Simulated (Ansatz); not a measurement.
TiC

The calculation's input:

```
crystal:
  lattice:
    - [0.0, 2.164, 2.2722]
    - [2.164, 0.0, 2.2722]
    - [2.164, 2.164, 0.0]
  atoms:
    - { symbol: Ti, position: [0.0, 0.0, 0.0] }
    - { symbol: C, position: [0.5, 0.5, 0.5] }
basis:
  ecutwfc: 420
kpoints:
  mp_grid: { grid: [18, 18, 18] }
hamiltonian:
  xc: pbe
scf:
  occupations: { method: gaussian, width: 0.15 }
output:
  forces: true
  stress: true
  eigenvalues: true
  write_density: true
  write_potential: true
  elf: true
  volumetric_format: npy
```

Run with:

```sh
ansatz run input.yaml --threads 1 --pin off --max-ram 2560MiB --backend cpu --events-out ev --progress --plain --runs-dir out
```

Below, planes, directions and counts refer to the conventional cell (a = 3.06 Å, b = 3.06 Å, c = 4.54 Å, α = 90.00°, β = 90.00°, γ = 90.00°).

Space group I4/mmm; changed on purpose from its base cell (strain +0.0500 x Voigt [0, 0, 1, 0, 0, 0], atoms carried along); computed pressure about −9 GPa in this cell; computed without spin polarisation.

Theory: DFT PBE, scalar-relativistic, plane waves, PAW in Ansatz.

Core electrons are frozen (PAW), and the valence fields are smoothed inside the atomic spheres.

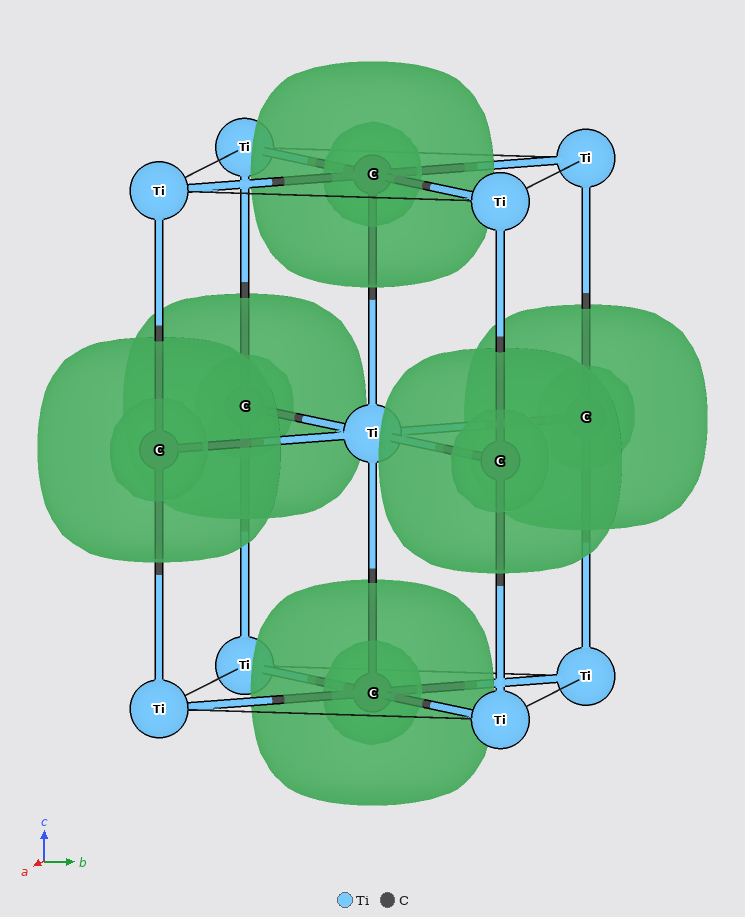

Figure 1. Isosurface of the electron localisation function at 0.6 (green), seen slightly off an axis. Core shells and regions of very low density are left out. Sticks mark near contacts.

Q: What do the ELF domains correspond to?

A: The surface consists of two regions wrapped around C (the valence shell of each), counted in one cell of 4 atoms. Regions shared between cells count once. Along the contacts the grid gives the following. Ti–C (2.16 Å): the ELF peaks at about 0.80 in the valence shell of C, 0.7 Å from its nucleus, and is about 0.30 at the midpoint. Ti–C (2.27 Å): the ELF peaks at about 0.80 in the valence shell of C, 0.7 Å from its nucleus, and is about 0.25 at the midpoint.

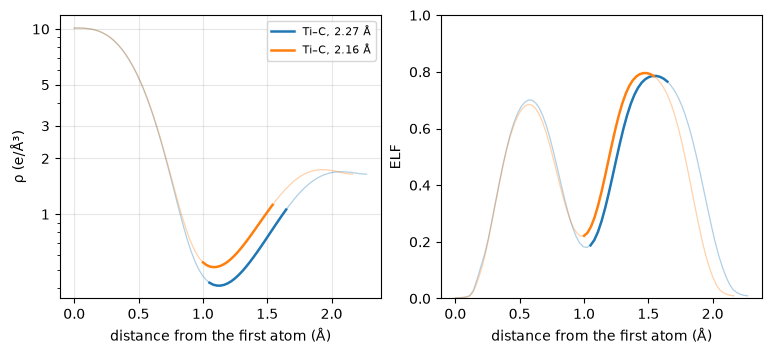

Figure 2. Valence pseudo-density and electron localisation function along straight lines between neighbouring atoms. Thin, pale parts lie inside the atomic spheres.

Q: What can be read from the curves?

A: Ti–C (2.27 Å): ρ is about 0.41 e/Å³ halfway; the ELF peaks at about 0.80 in the valence shell of C, 0.7 Å from its nucleus, and is about 0.25 at the midpoint.
Ti–C (2.16 Å): ρ is about 0.52 e/Å³ halfway; the ELF peaks at about 0.80 in the valence shell of C, 0.7 Å from its nucleus, and is about 0.30 at the midpoint.

Q: Does the calculation make it a metal, or give it a gap?

A: It is gapless in this calculation (a metal or semimetal).
